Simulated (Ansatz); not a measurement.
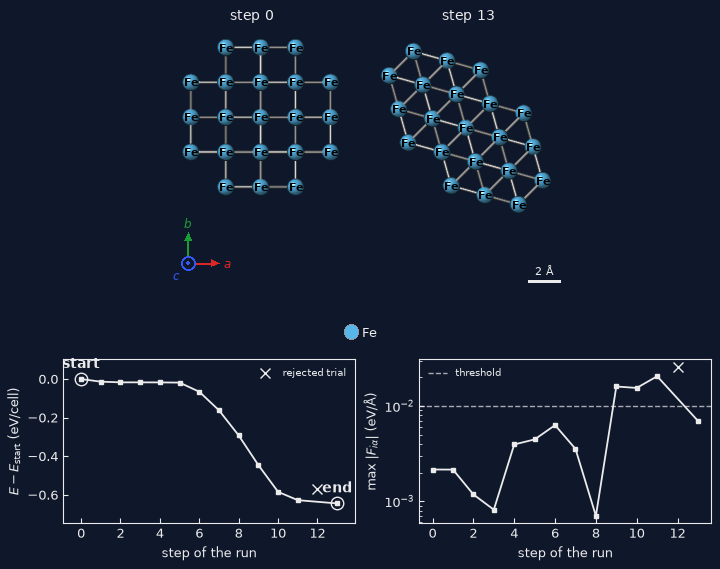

First and last geometry of a relaxation of crystalline Fe (a generated structure, set up in I4_1/amd), with the history of the run. Style: ball-and-stick. Shown: the conventional cell (2 times the calculation's cell), along the c axis. Lengths and directions refer to the drawn axes.

Phase: beta-Sn type.

These are results of Ansatz, DFT, PBE, plane waves (420 eV) with PAW, scalar-relativistic, not measurements.

The input:
```yaml
crystal:
  lattice:
    - [-2.245591907, 2.245591907, 1.2260931812]
    - [2.245591907, -2.245591907, 1.2260931812]
    - [2.245591907, 2.245591907, -1.2260931812]
  atoms:
    - { symbol: Fe, position: [0.0, 0.0, 0.0], spin: 2.5 }
    - { symbol: Fe, position: [0.75, 0.25, 0.5], spin: -2.5 }
hamiltonian:
  xc: pbe
  pseudopotentials:
    kind: paw
    azcp:
      Fe: "pseudopotentials/Fe.paw.azcp"
basis:
  ecutwfc: 420
  fft_grid_basis: typed
kpoints:
  mp_grid: { grid: [14, 14, 10], shift: [0, 0, 0] }
magnetization:
  spin_polarized: true
scf:
  occupations: { method: fermi_dirac, width: 0.05 }
relax:
  max_steps: 60
  f_tol: 0.01
  cell: {}
```

Launched with:
```bash
ansatz run input.yaml --threads 1 --pin off --max-ram 3584MiB --backend cpu --events-out ev --progress --plain --runs-dir out
```

### Did the run converge, and what did it change?

The run was cut off at its time limit before the relaxation converged, so the last structure is only a point on the way. The atoms keep their places relative to the cell (all moves are under 0.005 Å). The drawn cell changes as follows: a = b 4.491 → 4.486 Å (−0.1 %), c 2.452 → 2.440 Å (−0.5 %), α 90.0° → 89.9°, β 90.0° → 89.9°, γ 90.0° → 121.4°; the volume changes by −15.3 %. Some distances before and after: Fe1–Fe1 3.404 → 2.507 Å, Fe1–Fe1 (another image) 2.452 → 2.440 Å. New bonds form: Fe1–Fe1 (3.40 → 2.51 Å), Fe1–Fe1 (3.40 → 2.52 Å), Fe2–Fe2 (3.40 → 2.51 Å), Fe2–Fe2 (3.40 → 2.52 Å). Among the angles between lasting bonds that change: Fe2–Fe1–Fe2 94.0° → 123.6°, Fe2–Fe1–Fe2 94.0° → 65.3°, Fe2–Fe1–Fe2 94.0° → 65.5°. The space group (tolerance 0.01 Å) goes from I4_1/amd (No. 141) to C2/c (No. 15). After 12 accepted moves (13 points after the start) the energy has fallen by 0.644 eV per cell of the calculation. The largest force component goes from 0.0022 to 0.007 eV/Å. The pressure goes from −3.13 to −3.74 GPa. The line search rejected the trial step at point 12 of the run. Cost: 30 min on 1 thread of Intel(R) Xeon(R) Platinum 8259CL CPU @ 2.50GHz (Skylake/Cascade Lake), with other jobs on the host, peak memory 0.99 GiB.
